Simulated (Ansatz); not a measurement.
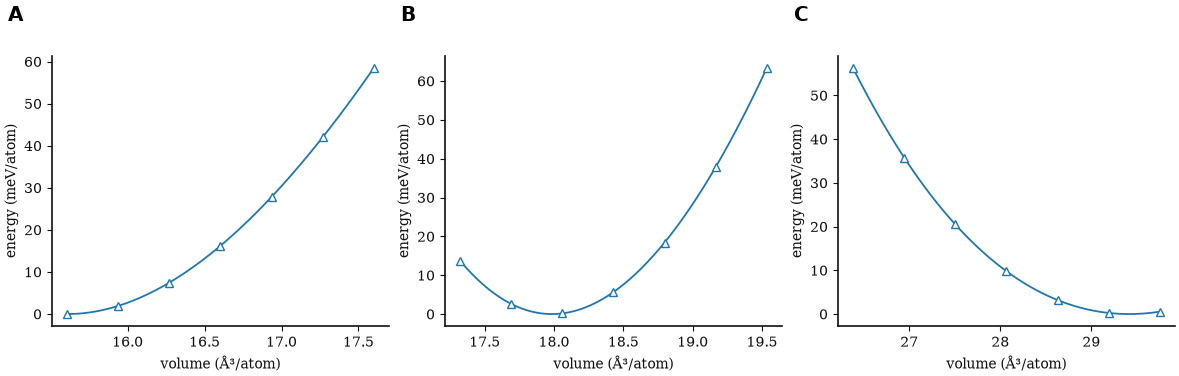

Each panel shows the energy against volume for one of these solids: Al, Fm-3m (No. 225); HgSe, F-43m (No. 216); Nb, Im-3m (No. 229).

How it was computed, with Ansatz 0.2.0: plane-wave DFT, no spin polarisation; energies at scaled volumes of the given cell, shape and fractions fixed, counted from the fit's minimum, third-order Birch-Murnaghan fit. Level: RPBE with D4.

> Which panel belongs to which solid?

A is Al (energy from 0.00 meV/atom to 58.42 meV/atom, V0 15.61 Å³/atom, B0 91.4 GPa); B is Nb (energy from 0.16 meV/atom to 63.32 meV/atom, V0 17.98 Å³/atom, B0 171 GPa); C is HgSe (energy from 0.25 meV/atom to 56.24 meV/atom, V0 29.41 Å³/atom, B0 46.2 GPa).

For Al, limits of the calculation: the fit and the printed pressures don't fully agree, or the minimum lies near the end of the range; the functional was run on potentials made for another functional.

For HgSe, limits of the calculation: the functional was run on potentials made for another functional; spin-orbit coupling left out, heavy elements.

For Nb, limits of the calculation: the functional was run on potentials made for another functional.
